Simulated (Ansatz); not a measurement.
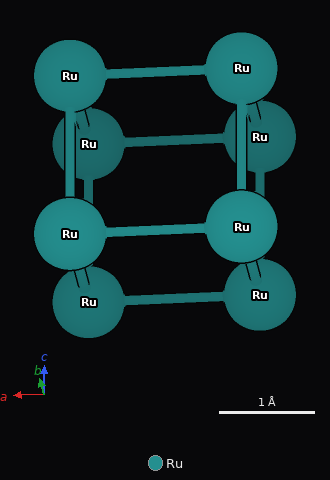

**Figure 1.** The structure (ball-and-stick view of the cell of the calculation, seen at an oblique angle). An atom can appear more than once, as a periodic image. Near neighbours in the periodic cell (some may lie outside the picture): Ru has 6 Ru at 1.82 Å.

**Run report: Ru, band-structure calculation**

The run: band-structure calculation of Ru (1 atom in the cell). Method and program: DFT, LDA, PAW with Ansatz's default frozen-core files, scalar-relativistic, no spin polarisation (Ansatz 0.2.0).

Its volume is 0.40 times that of the source entry. It belongs to a series of runs on one base structure; here: volume scaled by 0.4, PAW files.

The program's output:
```
Engine: ansatz 0.2.0, aarch64-unknown-linux-gnu
Pseudopotentials: kind: paw
Pseudopotential: Ru, paw, valence charge 16, recommended cutoff 420 eV (normal), Ru.paw.azcp
Functional definition: SPW92
  exchange = slater_x
  correlation = pw_c
Crystal: 1 atoms, lattice volume = 5.986 Å³
Basis set: ecut = 420 eV, 123 PW (Γ)
Bands: 12, of which v1, the nominal top of the filled ones, is band 8 counted from 1 (7 counted from 0)
Symmetry: 48 space group operations
Space group: Pm-3m (ITA 221), of the structure as read, at distance tolerance 1.8e-5 Å
k-points: 165 of 4913
Non-local potential: Ru, projectors of the file, l = 0: 3, l = 1: 2, l = 2: 2, l = 3: 1
PAW form: soft (Blöchl's): semilocal exchange-correlation on the pseudo side does not see the compensation charge
PAW frozen core: Ru, regenerated for the run's functional, and the local potential with it (the file was generated under x = pbe(κ = 0.804, μ = 0.2195149727645171), c = pbe(β = 0.06672455060314922))
PAW one-centre angular grid: Ru, 590 points (default); XC on 64 Gauss nodes
Initial density: superposition of atomic densities (neutral atoms: chi_scale 0, normalization atom), corrected by the library's trained network
Initial wavefunctions: pseudopotential atomic-orbital guess
Functional: x = slater, c = lda
SCF iter   1: F=—  HF=-5737.897612 eV  |F-HF|=—  |Δ(HF+E_count)|=         —  Δρ=4.59e-1  dr2=8.04e0  ethr=1.77e-3  ⟨swp⟩=6.2  Hψ=13258  notcnv=0
preconditioner: auto → none  [metal: Δε(μ)=0.035 eV  Ē_g=40.922 eV  σ=0.100 eV  W_gap=0.09  n_scr=0 (ndim 8)  ℏωp=56.8 eV  f_vac=0.000  D(μ)=0.43/eV (n_scr^D=6)]
SCF iter   2: F=—  HF=-5734.475991 eV  |F-HF|=—  |Δ(HF+E_count)|=    3.42e0  Δρ=1.28e-1  dr2=3.63e-1  ethr=1.77e-3  ⟨swp⟩=3.8  Hψ=6119  notcnv=0  defer=18
SCF iter   3: F=—  HF=-5734.334713 eV  |F-HF|=—  |Δ(HF+E_count)|=   1.41e-1  Δρ=3.58e-2  dr2=1.84e-2  ethr=1.77e-3  ⟨swp⟩=2.4  Hψ=3857  notcnv=0  defer=18
SCF iter   4: F=—  HF=-5734.328896 eV  |F-HF|=—  |Δ(HF+E_count)|=   5.82e-3  Δρ=2.38e-3  dr2=9.24e-5  ethr=1.15e-4  ⟨swp⟩=2.1  Hψ=3811  notcnv=0  defer=18
SCF iter   5: F=—  HF=-5734.328954 eV  |F-HF|=—  |Δ(HF+E_count)|=   5.80e-5  Δρ=2.32e-4  dr2=1.66e-6  ethr=5.78e-7  ⟨swp⟩=2.1  Hψ=3261  notcnv=0  defer=18
SCF iter   6: F=-5734.328953 eV  HF=-5734.328953 eV  |F-HF|=4.66e-9  |Δ(HF+E_count)|=   5.90e-7  Δρ=2.71e-5  dr2=6.34e-9  ethr=6.25e-10  ⟨swp⟩=12.9  Hψ=16606  notcnv=0
SCF 1 converged in 6 iterations: F = -5734.328953 eV  dr2 = 6.34e-9
  greatest PAW one-centre occupation: 1.048 electrons in one spin orbital (limit 2), on the Ru atom at site 0 (counted from 0), in its partial waves of l = 1
```

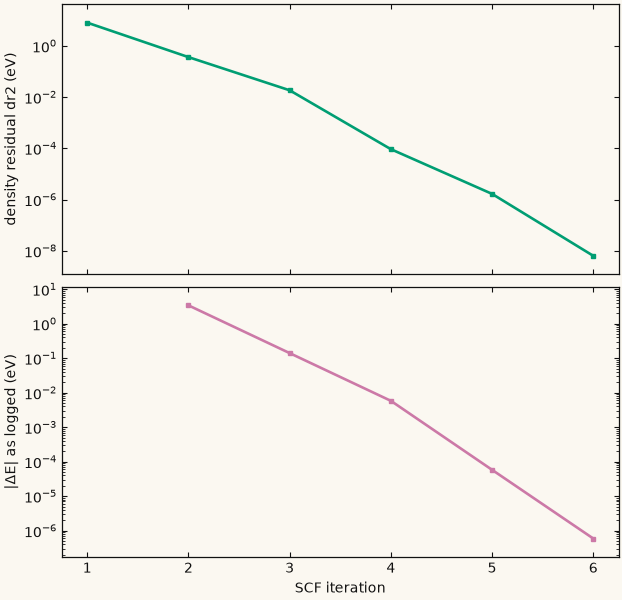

**Figure 2.** Convergence of the self-consistent field: density residual dr2 and size of the energy change against the SCF iteration. The residual falls at every step.

```
NSCF: frozen V_eff on 57 k-points
SCF converged after 6 iterations
Free energy (F): -5734.328953 eV
Harris-Foulkes:  -5734.328953 eV  (|F-HF|=4.66e-9)
Internal energy: -5734.314509 eV  (E = F + TS)
E sigma→0 (E₀):  -5734.321731 eV
Entropy (-TS):   -0.014445 eV (-14.445 meV/atom)
Fermi energy:    59.237737 eV
--- Per-component energies (eV) ---
  E_band       = 423.805831
  E_kinetic    = 598.446263
  E_local      = -500.704747  (includes V_loc(G=0)·N_el)
  E_nonlocal   = 392.529937
  E_hartree    = 223.196126
  E_xc         = -207.203589
  E_vxc        = -262.168750  (∫ρ·V_xc dr)
  E_paw        = -3360.987793  (= ΣΔE_a)
  E_vpaw       = -250.688532  (= ΣTr[D̂ρ^β])
  E_aug_tail   = -0.000312  (compensation charges beyond the density's cutoff)
  E_ewald      = -2880.162078
  E_core_change = 0.571685  (= ΣΔE_core)
  E_smearing   = -0.014445  (= −TS)
  E_closure    = 0.000000  (closes the sum)
  Σ components = -5734.328953   (vs F -5734.328953, Δ=0.00e0)
--- Forces (eV/Å), atoms counted from 1 ---
  atom   1  Ru     0.00000000     0.00000000     0.00000000
  max |Σ_I F_I| component: 6.57e-32 eV/Å
--- Stress (GPa, compression-positive) ---
     1853.083268       0.000000       0.000000
       -0.000000    1853.083268       0.000000
        0.000000       0.000000    1853.083268
  P = ⅓ Tr σ = 1853.0833 GPa (18530.833 kbar)
--- Band table (eV; the first three rows and the last of 165) ---
  k-point 0: bands = ["-22.9963", "15.5518", "15.5518", "15.5518", "40.5303", "40.5303", "47.5624", "65.4082", "65.4082", "65.4082", "83.4781", "83.4781"]
  k-point 1: bands = ["-22.9119", "14.9607", "15.5995", "15.5995", "40.6080", "41.1529", "47.8833", "64.7428", "64.7428", "65.4529", "82.5054", "84.0928"]
  k-point 2: bands = ["-22.6649", "13.4021", "15.7379", "15.7379", "40.8347", "42.6922", "48.9364", "63.0700", "63.0700", "65.5826", "80.2256", "84.6928"]
  k-point 164: bands = ["-13.9133", "7.5304", "7.5304", "7.5517", "40.5324", "40.6444", "40.6444", "59.2526", "73.7360", "73.7360", "92.2247", "93.2491"]
--- Löwdin populations: 1 site ---
  site symbol       q [e]
     0     Ru     15.8825
  spilling = 0.007345 (of n_electrons = 16.000000)
```

File dos.tsv:
```
# E-E_F[eV]	g_bin_mean(E)[states/eV]	N(E)
# format = ansatz-dos/2
# fermi_ev = 59.237737
# fermi_mp_grid = 17 17 17
# fermi_mp_shift = 0 0 0
# tetrahedron_fermi_ev = 59.414662
# g_bin_mean(E): the states in a bin one row spacing wide, centred on E, divided by that spacing. States that the method places at a single energy (under output.dos.method: tetrahedron, those of a tetrahedron whose four corners have one energy) are counted whole in the row whose bin holds that energy (on the edge of two bins, in the lower row). The sum of g_bin_mean over a run of rows, times the row spacing, is the number of states from half a spacing under the first of them to half a spacing over the last (a plain sum, not the trapezoid rule).
-14.000000	4.318376e-1	9.953143e0
-13.800000	4.571903e-1	1.004150e1
-13.600000	4.374430e-1	1.013407e1
-13.400000	3.812602e-1	1.021473e1
-13.200000	3.475438e-1	1.028731e1
-13.000000	3.425362e-1	1.035565e1
-12.800000	3.645157e-1	1.042547e1
-12.600000	3.873312e-1	1.050129e1
-12.400000	3.986130e-1	1.057975e1
-12.200000	4.100368e-1	1.066090e1
-12.000000	4.093779e-1	1.074290e1
-11.800000	4.156961e-1	1.082523e1
-11.600000	4.266499e-1	1.090931e1
-11.400000	4.608275e-1	1.099727e1
-11.200000	5.275685e-1	1.109496e1
-11.000000	6.298788e-1	1.121100e1
-10.800000	6.408720e-1	1.134111e1
-10.600000	6.237130e-1	1.146662e1
-10.400000	6.239120e-1	1.159135e1
-10.200000	6.238257e-1	1.171592e1
-10.000000	6.003106e-1	1.184044e1
-9.800000	4.754727e-1	1.194806e1
-9.600000	4.229112e-1	1.203616e1
-9.400000	3.931945e-1	1.211863e1
-9.200000	3.527585e-1	1.219322e1
-9.000000	3.165411e-1	1.225948e1
-8.800000	3.272398e-1	1.232253e1
-8.600000	3.402842e-1	1.239039e1
-8.400000	4.554153e-1	1.246466e1
-8.200000	4.235347e-1	1.255951e1
-8.000000	3.975845e-1	1.263986e1
-7.800000	4.125537e-1	1.272028e1
-7.600000	4.340618e-1	1.280483e1
-7.400000	4.812781e-1	1.289437e1
-7.200000	6.205775e-1	1.300115e1
-7.000000	7.031163e-1	1.314179e1
-6.800000	5.288488e-1	1.326962e1
-6.600000	3.581562e-1	1.335349e1
-6.400000	3.217462e-1	1.341930e1
-6.200000	3.288375e-1	1.348413e1
-6.000000	3.538339e-1	1.355217e1
-5.800000	4.010409e-1	1.362626e1
-5.600000	4.621182e-1	1.371285e1
-5.400000	4.983596e-1	1.380948e1
-5.200000	5.458264e-1	1.391389e1
-5.000000	5.843012e-1	1.402716e1
-4.800000	6.019527e-1	1.414624e1
-4.600000	6.182385e-1	1.426878e1
-4.400000	5.959354e-1	1.439081e1
-4.200000	5.639161e-1	1.450703e1
-4.000000	5.248761e-1	1.461591e1
-3.800000	4.906191e-1	1.471729e1
-3.600000	4.514700e-1	1.481130e1
-3.400000	4.279573e-1	1.489923e1
-3.200000	4.003079e-1	1.498228e1
-3.000000	3.692891e-1	1.505901e1
-2.800000	3.505736e-1	1.513093e1
-2.600000	3.322222e-1	1.519911e1
-2.400000	3.191267e-1	1.526410e1
-2.200000	3.110470e-1	1.532702e1
-2.000000	3.047193e-1	1.538858e1
-1.800000	3.023042e-1	1.544923e1
-1.600000	2.957366e-1	1.550911e1
-1.400000	2.873350e-1	1.556740e1
-1.200000	2.836765e-1	1.562502e1
-1.000000	2.670869e-1	1.567962e1
-0.800000	2.559430e-1	1.573199e1
-0.600000	2.510143e-1	1.578238e1
-0.400000	2.575950e-1	1.583306e1
-0.200000	2.726478e-1	1.588583e1
0.000000	3.020545e-1	1.594237e1
0.200000	3.515876e-1	1.600807e1
0.400000	3.904744e-1	1.608250e1
0.600000	4.172439e-1	1.616378e1
0.800000	4.247594e-1	1.624817e1
1.000000	4.276781e-1	1.633357e1
1.200000	4.303564e-1	1.641936e1
1.400000	4.175614e-1	1.650482e1
1.600000	3.922026e-1	1.658552e1
1.800000	3.863245e-1	1.666291e1
2.000000	4.026128e-1	1.674134e1
2.200000	4.183047e-1	1.682371e1
2.400000	4.227081e-1	1.690796e1
2.600000	4.243628e-1	1.699289e1
2.800000	4.159402e-1	1.707696e1
3.000000	4.107690e-1	1.715957e1
3.200000	4.088525e-1	1.724150e1
3.400000	3.886034e-1	1.732177e1
3.600000	3.610140e-1	1.739731e1
3.800000	3.198344e-1	1.746418e1
4.000000	3.143233e-1	1.752777e1
4.200000	3.107091e-1	1.759028e1
4.400000	3.096349e-1	1.765215e1
4.600000	3.205323e-1	1.771473e1
4.800000	3.377853e-1	1.778067e1
5.000000	3.544230e-1	1.784985e1
5.200000	3.657912e-1	1.792206e1
5.400000	3.727703e-1	1.799610e1
5.600000	3.418182e-1	1.806799e1
5.800000	3.306759e-1	1.813506e1
6.000000	3.202645e-1	1.820023e1
6.200000	3.115158e-1	1.826334e1
6.400000	3.061899e-1	1.832494e1
6.600000	3.062784e-1	1.838613e1
6.800000	3.041432e-1	1.844730e1
7.000000	2.957066e-1	1.850748e1
7.200000	2.802185e-1	1.856514e1
7.400000	2.673465e-1	1.861978e1
7.600000	2.555708e-1	1.867212e1
7.800000	2.318977e-1	1.872174e1
8.000000	2.081624e-1	1.876470e1
```

File populations.tsv:
```
# site	symbol	l	j	q
# orbitals = lowdin
# n_electrons = 16.000000
# spilling = 0.007345
0	Ru	0_4S	-	1.823275
0	Ru	0_5S	-	0.507373
0	Ru	1_4P	-	5.898040
0	Ru	2_4D	-	7.653785
```

File rho_z.tsv:
```
# z_ang	rho[e/angstrom^3]
# format = ansatz-planar-average/11
# lattice	1.815723497	0.000000000	0.000000000
# lattice	0.000000000	1.815723497	0.000000000
# lattice	0.000000000	0.000000000	1.815723497
# sites	1
# site	44	0.000000000	0.000000000	0.000000000
0.000000	4.391839e0
0.121048	4.244090e0
0.242096	3.818200e0
0.363145	3.178804e0
0.484193	2.449906e0
0.605241	1.784822e0
0.726289	1.306596e0
0.847338	1.067866e0
0.968386	1.067866e0
1.089434	1.306596e0
1.210482	1.784822e0
1.331531	2.449906e0
1.452579	3.178804e0
1.573627	3.818200e0
1.694675	4.244090e0
```

File v_z.tsv:
```
# z_ang	v_es[eV]	v_tot[eV]
# format = ansatz-planar-average/11
# xc	lda
# density_cutoff_ev	1680
# datasets	Ru=:simpson_from_first_knot:soft:shift=-1722341
# lattice	1.815723497	0.000000000	0.000000000
# lattice	0.000000000	1.815723497	0.000000000
# lattice	0.000000000	0.000000000	1.815723497
# sites	1
# site	44	0.000000000	0.000000000	0.000000000
0.000000	2.823704e-1	-2.172007e1
0.121048	1.884064e0	-1.993749e1
0.242096	6.424491e0	-1.483905e1
0.363145	1.322365e1	-7.104858e0
0.484193	2.127101e1	2.169461e0
0.605241	2.934245e1	1.156854e1
0.726289	3.601694e1	1.940201e1
0.847338	3.992563e1	2.400275e1
0.968386	3.992563e1	2.400275e1
1.089434	3.601694e1	1.940201e1
1.210482	2.934245e1	1.156854e1
1.331531	2.127101e1	2.169461e0
1.452579	1.322365e1	-7.104858e0
1.573627	6.424491e0	-1.483905e1
1.694675	1.884064e0	-1.993749e1
```

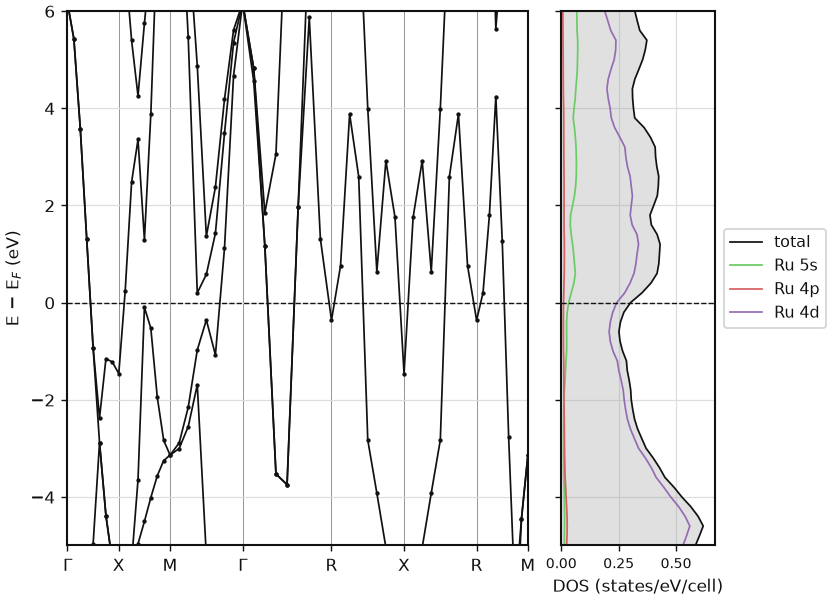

**Figure 3.** Band structure along Γ–X–M–Γ–R–X–R–M and density of states (projected on Löwdin-orthogonalised atomic shells), with energies from the Fermi level. Bands cross the Fermi level: a metal at this level of theory.

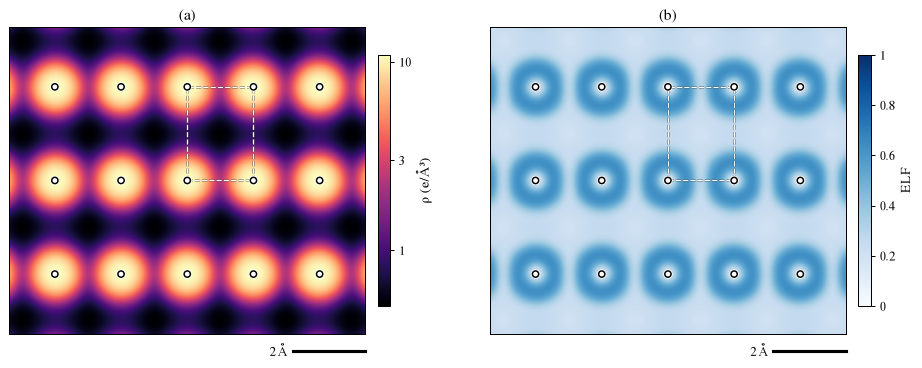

**Figure 4.** (a) valence pseudo-density; (b) ELF on the (011) plane of the conventional cell. Circles mark the nuclei in the plane (Ru). Ru–Ru (1.82 Å): the density is about 2.3 e/Å³ at the midpoint; the ELF is about 0.30 at the midpoint (no shared electron pair). Away from the nuclei the density in this plane falls to 0.5 e/Å³ at its lowest. The strong features right at Ru lie inside the PAW spheres (semicore, d or f shells) and say nothing about bonding. The fields are those of the smooth PAW valence density.

The run was set up as follows.

Input file:
```yaml
crystal:
  lattice:
    - [1.8157234973, 0.0, 0.0]
    - [0.0, 1.8157234973, 0.0]
    - [0.0, 0.0, 1.8157234973]
  atoms:
    - { symbol: Ru, position: [0.0, 0.0, 0.0] }
kpoints:
  mp_grid: { grid: [17, 17, 17] }
  band_path:
    path:
      - [0.0, 0.0, 0.0]
      - [0.0, 0.5, 0.0]
      - [0.5, 0.5, 0.0]
      - [0.0, 0.0, 0.0]
      - [0.5, 0.5, 0.5]
      - [0.0, 0.5, 0.0]
      - [0.5, 0.5, 0.5]
      - [0.5, 0.5, 0.0]
    npoints: 8
scf:
  occupations: { method: fermi_dirac, width: 0.1 }
hamiltonian:
  xc: lda
  pseudopotentials: { kind: paw }
output:
  forces: true
  stress: true
  eigenvalues: true
  populations: true
  dos: { projected: true, de: 0.2, e_range: [-14, 8] }
  write_density: true
  write_potential: true
  elf: true
  volumetric_format: npy
```

Launched with:
```bash
ansatz run input.yaml --threads 1 --pin off --max-ram 2048MiB --backend cpu --events-out ev --progress --plain --runs-dir out
```

Summary:

| quantity | value |
| --- | --- |
| outcome | converged |
| space group (tolerance 0.01 Å) | Pm-3m (221) |
| electrons treated | 16 |
| free energy | −5734.3290 eV |
| Fermi energy | 59.238 eV |
| pressure | 1853.08 GPa |
| electronic character | metal |
| largest force (length of the vector) | under 0.001 eV/Å |
| hardware | 1 thread of Arm Neoverse V1, 24 GiB of memory available, shared host |
| wall time | 2.5 s |
| peak memory | 0.26 GiB |

The cell is under a pressure of 1853 GPa at this level, so it is not at its equilibrium volume.
